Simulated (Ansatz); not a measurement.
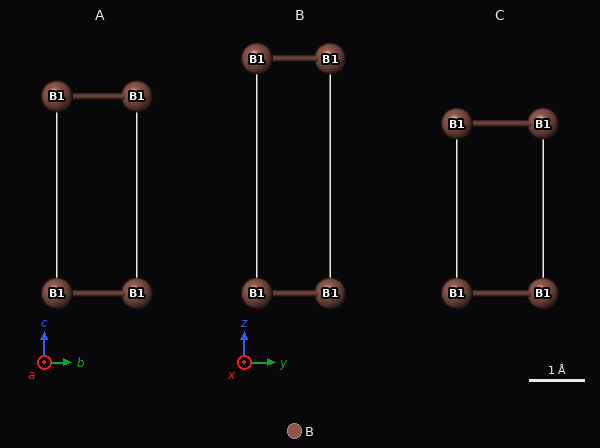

Crystalline B (P6/mmm): the ratio of the cell's length along z to its lengths across, counted as 1 for the reference, is changed at fixed volume (a c/a path), with the atoms kept at their fractional coordinates. x, y and z are the Cartesian axes of the input. A ball-and-stick model of the cell of the calculation, seen along the a axis.

All numbers below come from DFT LDA, scalar-relativistic, plane waves, PAW in Ansatz 0.2.0. Set-up: plane-wave cutoff 420 eV; k-point mesh 36 × 36 × 14; occupations gaussian; smearing width 0.15 eV; no spin polarisation. Energies (free energies at the smearing named) are counted from the cell as listed in its source, which wasn't relaxed.

Order these geometries by energy, lowest first.

Lowest first: A (the relative ratio 1.00, 0 meV/atom), C (the relative ratio 0.80, 265 meV/atom), B (the relative ratio 1.30, 393 meV/atom). Over the whole scan: the lowest computed point lies at the relative ratio 1.00 (0 meV/atom). At the ends of the scan the energy is 265 meV/atom (0.80) and 393 meV/atom (1.30). The unrelaxed reference is under a pressure of −2.9 GPa. The distortion keeps the space group P6/mmm. At the relative ratio 1.30 the cell of the drawing goes a 1.702 → 1.560 Å, b 1.702 → 1.560 Å, c 3.635 → 4.330 Å.
